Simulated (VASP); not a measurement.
Run report: N, geometry relaxation (part 2 of 4)

The same run, continued: N (Pa-3, 8 atoms in the cell); Kohn-Sham DFT of a periodic cell, LDA, VASP PAW LDA potentials, recommended, no spin polarisation (VASP 6.6.1); cutoff 600 eV, 4×4×4 k-mesh, Gaussian smearing of 0.02 eV. The structure derives from a Materials Project entry.

Geometry of the input (Å; fractional positions):
```
5.5605  0.0000  0.0000
0.0000  5.5605  0.0000
0.0000  0.0000  5.5605
N  0.0574  0.4426  0.5574
N  0.4426  0.5574  0.0574
N  0.5574  0.0574  0.4426
N  0.9426  0.9426  0.9426
N  0.9426  0.5574  0.4426
N  0.5574  0.4426  0.9426
N  0.4426  0.9426  0.5574
N  0.0574  0.0574  0.0574
```

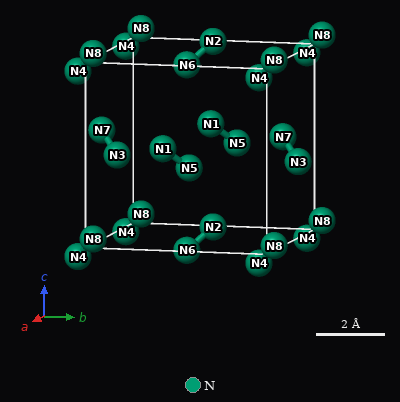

*The structure as given in the input (ball-and-stick view of the cell of the calculation, seen slightly off an axis; atoms are numbered from 1 in the order of the input). An atom can appear more than once, as a periodic image.*

Parts of OUTCAR, continued
```
 Subroutine INISYM returns: Found 24 space group operations
 (whereof  6 operations are pure point group operations),
 and found     1 'primitive' translations

----------------------------------------------------------------------------------------

                                     Primitive cell

  volume of cell :     171.9276

  direct lattice vectors                    reciprocal lattice vectors
     5.560517660  0.000000000  0.000000000     0.179839371  0.000000000  0.000000000
     0.000000000  5.560517660  0.000000000     0.000000000  0.179839371  0.000000000
     0.000000000  0.000000000  5.560517660     0.000000000  0.000000000  0.179839371

  length of vectors
     5.560517660  5.560517660  5.560517660     0.179839371  0.179839371  0.179839371

  position of ions in fractional coordinates (direct lattice)
     0.057397330  0.442602670  0.557397330
     0.442602670  0.557397330  0.057397330
     0.557397330  0.057397330  0.442602670
     0.942602670  0.942602670  0.942602670
     0.942602670  0.557397330  0.442602670
     0.557397330  0.442602670  0.942602670
     0.442602670  0.942602670  0.557397330
     0.057397330  0.057397330  0.057397330

  ion indices of the primitive-cell ions
   primitive index   ion index
                 1           1
                 2           2
                 3           3
                 4           4
                 5           5
                 6           6
                 7           7
                 8           8

----------------------------------------------------------------------------------------

 KPOINTS: Automatic mesh

Automatic generation of k-mesh.
 Grid dimensions read from file:
 generate k-points for:    4    4    4

 Generating k-lattice:

  Cartesian coordinates                     Fractional coordinates (reciprocal lattice)
     0.044959843  0.000000000  0.000000000     0.250000000  0.000000000  0.000000000
     0.000000000  0.044959843  0.000000000     0.000000000  0.250000000  0.000000000
     0.000000000  0.000000000  0.044959843     0.000000000  0.000000000  0.250000000

  Length of vectors
     0.044959843  0.044959843  0.044959843

  Shift w.r.t. Gamma in fractional coordinates (k-lattice)
     0.000000000  0.000000000  0.000000000

 Subroutine IBZKPT returns following result:
 ===========================================

 Found     11 irreducible k-points:

 Following reciprocal coordinates:
            Coordinates               Weight
  0.000000  0.000000  0.000000      1.000000
  0.250000  0.000000  0.000000      6.000000
  0.500000  0.000000  0.000000      3.000000
  0.250000  0.250000  0.000000     12.000000
  0.500000  0.250000  0.000000      6.000000
 -0.250000  0.500000  0.000000      6.000000
  0.500000  0.500000  0.000000      3.000000
  0.250000  0.250000  0.250000      8.000000
  0.500000  0.250000  0.250000     12.000000
  0.500000  0.500000  0.250000      6.000000
  0.500000  0.500000  0.500000      1.000000
   k-points           NKPTS =     11   k-points in BZ     NKDIM =     11   number of bands    NBANDS=     25
   number of dos      NEDOS =    301   number of ions     NIONS =      8
   total plane-waves  NPLWV = 110592
   dimension x,y,z NGX =    48 NGY =   48 NGZ =   48
   dimension x,y,z NGXF=    96 NGYF=   96 NGZF=   96
   ions per type =               8
   NGX,Y,Z   is equivalent  to a cutoff of  14.35, 14.35, 14.35 a.u.
   NGXF,Y,Z  is equivalent  to a cutoff of  28.70, 28.70, 28.70 a.u.
 SYSTEM =  unknown system
   PREC   = accura    normal or accurate (medium, high low for compatibility)
   ISTART =      0    job   : 0-new  1-cont  2-samecut
   ICHARG =      2    charge: 1-file 2-atom 10-const
   ISPIN  =      1    spin polarized calculation?
   LNONCOLLINEAR =      F non collinear calculations
   LSORBIT =      F    spin-orbit coupling
   LASPH  =      T    aspherical Exc in radial PAW
   ENCUT  =  600.0 eV  44.10 Ry    6.64 a.u.  11.11 11.11 11.11*2*pi/ulx,y,z
   NELM   =    100;   NELMIN=  2; NELMDL= -5     # of ELM steps
   EDIFF  = 0.1E-06   stopping-criterion for ELM
   LREAL  =      F    real-space projection
   EDIFFG = -.2E-01   stopping-criterion for IOM
   NSW    =     40    number of steps for IOM
   IBRION =      2    ionic relax: 0-MD 1-quasi-New 2-CG
   NFREE  =      1    steps in history (QN), initial steepest desc. (CG)
   ISIF   =      3    stress and relaxation
   ISYM   =      2    0-nonsym 1-usesym 2-fastsym
   POTIM  = 0.5000    time-step for ionic-motion
   TEBEG  =    0.0;   TEEND  =   0.0 temperature during run
   PSTRESS=    0.0 pullay stress
   NELECT =      40.0000    total number of electrons
   NUPDOWN=      -1.0000    fix difference up-down
   EMIN   =  10.00;   EMAX   =-10.00  energy-range for DOS
   EFERMI =   0.00;   METHOD = LEGACY
   ISMEAR =     0;   SIGMA  =   0.02  broadening in eV -4-tet -1-fermi 0-gaus
   EFERMI_NEDOS =   21; number of points for ismear=-14 and -15
   IALGO  =     68    algorithm
   IMIX   =      4    mixing-type and parameters
     AMIX     =   0.40;   BMIX     =  1.00
     AMIX_MAG =   1.60;   BMIX_MAG =  1.00
  volume/ion in A,a.u.               =      21.49       145.03
  Fermi-wavevector in a.u.,A,eV,Ry     =   1.006884  1.902736 13.793806  1.013816
  Thomas-Fermi vector in A             =   2.139655
   LORBIT       =      0    0 simple, 1 ext, 2 COOP (PROOUT), +10 PAW based schemes
   GGA     = CA    functional components
   LHFCALC =     F    Hartree Fock is set to
   AEXX    =    0.0000 exact exchange contribution
   IVDW    =     0    specifies the selected vdW correction
   LEPSILON=     F    determine dielectric tensor
   LRPA    =     F    only Hartree local field effects (RPA)
 conjugate gradient relaxation of ions
 non-spin polarized calculation
 RMM-DIIS sequential band-by-band and
 Gauss-broadening in eV      SIGMA  =   0.02
  energy-cutoff  :      600.00
  volume of cell :      171.93
 maximum number of plane-waves:      5832
 NGX is ok and might be reduce to    48
   NGX = 23   NGY = 23   NGZ = 23

--------------------------------------- Ionic step        1  -------------------------------------------

 number of electron      40.0000001 magnetization

 Free energy of the ion-electron system (eV)
  ---------------------------------------------------
  ext. energy  EPLUGINS =         0.00000000
  ---------------------------------------------------
  free energy    TOTEN  =       -70.40213671 eV

  energy without entropy =      -70.40213671  energy(sigma->0) =      -70.40213671

------------------------ aborting loop because EDIFF is reached ----------------------------------------

  FORCE on cell =-STRESS in cart. coord.  units (eV):
  Direction    XX          YY          ZZ          XY          YZ          ZX
  --------------------------------------------------------------------------------------
  -------------------------------------------------------------------------------------
  Total       -1.2997741     -1.2997741     -1.2997741     -0.0000000     -0.0000000     -0.0000000
  in kB      -12.1124725    -12.1124725    -12.1124725     -0.0000000     -0.0000000     -0.0000000
  external PRESSURE =     -12.1124725 kB  Pullay stress =       0.0000000 kB

 VOLUME and BASIS-vectors are now :
 -----------------------------------------------------------------------------
  energy-cutoff  :      600.00
  volume of cell :      171.93
      direct lattice vectors                 reciprocal lattice vectors
     5.560517660  0.000000000  0.000000000     0.179839371  0.000000000  0.000000000
     0.000000000  5.560517660  0.000000000     0.000000000  0.179839371  0.000000000
     0.000000000  0.000000000  5.560517660     0.000000000  0.000000000  0.179839371

 POSITION                                       TOTAL-FORCE (eV/Angst)
 -----------------------------------------------------------------------------------
      0.31916      2.46110      3.09942        -0.225252      0.225252     -0.225252
      2.46110      3.09942      0.31916         0.225252     -0.225252     -0.225252
      3.09942      0.31916      2.46110        -0.225252     -0.225252      0.225252
      5.24136      5.24136      5.24136         0.225252      0.225252      0.225252
      5.24136      3.09942      2.46110         0.225252     -0.225252      0.225252
      3.09942      2.46110      5.24136        -0.225252      0.225252      0.225252
      2.46110      5.24136      3.09942         0.225252      0.225252     -0.225252
      0.31916      0.31916      0.31916        -0.225252     -0.225252     -0.225252
 -----------------------------------------------------------------------------------
    total drift:                               -0.000000      0.000000      0.000000

  FREE ENERGIE OF THE ION-ELECTRON SYSTEM (eV)
  ---------------------------------------------------
  free  energy   TOTEN  =       -70.4021367063 eV

  energy  without entropy=      -70.4021367063  energy(sigma->0) =      -70.40213671

--------------------------------------- Ionic step        2  -------------------------------------------

 number of electron      39.9999997 magnetization

------------------------ aborting loop because EDIFF is reached ----------------------------------------

  FORCE on cell =-STRESS in cart. coord.  units (eV):
  Direction    XX          YY          ZZ          XY          YZ          ZX
  --------------------------------------------------------------------------------------
  -------------------------------------------------------------------------------------
  Total       10.3687037     10.3687037     10.3687037     -0.0000000      0.0000000      0.0000000
  in kB       98.9331183     98.9331183     98.9331183     -0.0000000      0.0000000      0.0000000
  external PRESSURE =      98.9331183 kB  Pullay stress =       0.0000000 kB

 VOLUME and BASIS-vectors are now :
 -----------------------------------------------------------------------------
  energy-cutoff  :      600.00
  volume of cell :      167.92
      direct lattice vectors                 reciprocal lattice vectors
     5.516933937 -0.000000000 -0.000000000     0.181260101  0.000000000 -0.000000000
    -0.000000000  5.516933937  0.000000000     0.000000000  0.181260101  0.000000000
     0.000000000 -0.000000000  5.516933937     0.000000000  0.000000000  0.181260101

 POSITION                                       TOTAL-FORCE (eV/Angst)
 -----------------------------------------------------------------------------------
      0.30588      2.45259      3.06434         4.536652     -4.536652      4.536652
      2.45259      3.06434      0.30588        -4.536652      4.536652      4.536652
      3.06434      0.30588      2.45259         4.536652      4.536652     -4.536652
      5.21106      5.21106      5.21106        -4.536652     -4.536652     -4.536652
      5.21106      3.06434      2.45259        -4.536652      4.536652     -4.536652
      3.06434      2.45259      5.21106         4.536652     -4.536652     -4.536652
      2.45259      5.21106      3.06434        -4.536652     -4.536652      4.536652
      0.30588      0.30588      0.30588         4.536652      4.536652      4.536652
 -----------------------------------------------------------------------------------
    total drift:                                0.000000      0.000000     -0.000000

  FREE ENERGIE OF THE ION-ELECTRON SYSTEM (eV)
  ---------------------------------------------------
  free  energy   TOTEN  =       -69.7760624238 eV

  energy  without entropy=      -69.7760624238  energy(sigma->0) =      -69.77606242

--------------------------------------- Ionic step        3  -------------------------------------------

 number of electron      40.0000001 magnetization

------------------------ aborting loop because EDIFF is reached ----------------------------------------

  FORCE on cell =-STRESS in cart. coord.  units (eV):
  Direction    XX          YY          ZZ          XY          YZ          ZX
  --------------------------------------------------------------------------------------
  -------------------------------------------------------------------------------------
  Total       -0.6377870     -0.6377870     -0.6377870     -0.0000000     -0.0000000      0.0000000
  in kB       -5.9532568     -5.9532568     -5.9532568     -0.0000000     -0.0000000      0.0000000
  external PRESSURE =      -5.9532568 kB  Pullay stress =       0.0000000 kB

 VOLUME and BASIS-vectors are now :
 -----------------------------------------------------------------------------
  energy-cutoff  :      600.00
  volume of cell :      171.65
      direct lattice vectors                 reciprocal lattice vectors
     5.557471107 -0.000000000 -0.000000000     0.179937958  0.000000000 -0.000000000
    -0.000000000  5.557471107  0.000000000     0.000000000  0.179937958  0.000000000
     0.000000000 -0.000000000  5.557471107     0.000000000  0.000000000  0.179937958

 POSITION                                       TOTAL-FORCE (eV/Angst)
 -----------------------------------------------------------------------------------
      0.31830      2.46043      3.09704         0.033048     -0.033048      0.033048
      2.46043      3.09704      0.31830        -0.033048      0.033048      0.033048
      3.09704      0.31830      2.46043         0.033048      0.033048     -0.033048
      5.23917      5.23917      5.23917        -0.033048     -0.033048     -0.033048
      5.23917      3.09704      2.46043        -0.033048      0.033048     -0.033048
      3.09704      2.46043      5.23917         0.033048     -0.033048     -0.033048
      2.46043      5.23917      3.09704        -0.033048     -0.033048      0.033048
      0.31830      0.31830      0.31830         0.033048      0.033048      0.033048
 -----------------------------------------------------------------------------------
    total drift:                                0.000000      0.000000      0.000000

  FREE ENERGIE OF THE ION-ELECTRON SYSTEM (eV)
  ---------------------------------------------------
  free  energy   TOTEN  =       -70.4053047314 eV

  energy  without entropy=      -70.4053047314  energy(sigma->0) =      -70.40530473

[... ionic steps 4 to 11 ...]

--------------------------------------- Ionic step       12  -------------------------------------------

 number of electron      40.0000005 magnetization

------------------------ aborting loop because EDIFF is reached ----------------------------------------

  FORCE on cell =-STRESS in cart. coord.  units (eV):
  Direction    XX          YY          ZZ          XY          YZ          ZX
  --------------------------------------------------------------------------------------
  -------------------------------------------------------------------------------------
  Total        0.3503609      0.3503609      0.3503609      0.0000000     -0.0000000     -0.0000000
  in kB        4.1929218      4.1929218      4.1929218      0.0000000     -0.0000000     -0.0000000
  external PRESSURE =       4.1929218 kB  Pullay stress =       0.0000000 kB

 VOLUME and BASIS-vectors are now :
 -----------------------------------------------------------------------------
  energy-cutoff  :      600.00
  volume of cell :      133.88
      direct lattice vectors                 reciprocal lattice vectors
     5.115677525  0.000000000  0.000000000     0.195477529 -0.000000000  0.000000000
     0.000000000  5.115677525 -0.000000000    -0.000000000  0.195477529 -0.000000000
    -0.000000000  0.000000000  5.115677525    -0.000000000  0.000000000  0.195477529

 POSITION                                       TOTAL-FORCE (eV/Angst)
 -----------------------------------------------------------------------------------
      0.31805      2.23979      2.87589         0.066456     -0.066456      0.066456
      2.23979      2.87589      0.31805        -0.066456      0.066456      0.066456
      2.87589      0.31805      2.23979         0.066456      0.066456     -0.066456
      4.79763      4.79763      4.79763        -0.066456     -0.066456     -0.066456
      4.79763      2.87589      2.23979        -0.066456      0.066456     -0.066456
      2.87589      2.23979      4.79763         0.066456     -0.066456     -0.066456
      2.23979      4.79763      2.87589        -0.066456     -0.066456      0.066456
      0.31805      0.31805      0.31805         0.066456      0.066456      0.066456
 -----------------------------------------------------------------------------------
    total drift:                               -0.000000     -0.000000      0.000000

  FREE ENERGIE OF THE ION-ELECTRON SYSTEM (eV)
  ---------------------------------------------------
  free  energy   TOTEN  =       -70.5043681754 eV
```
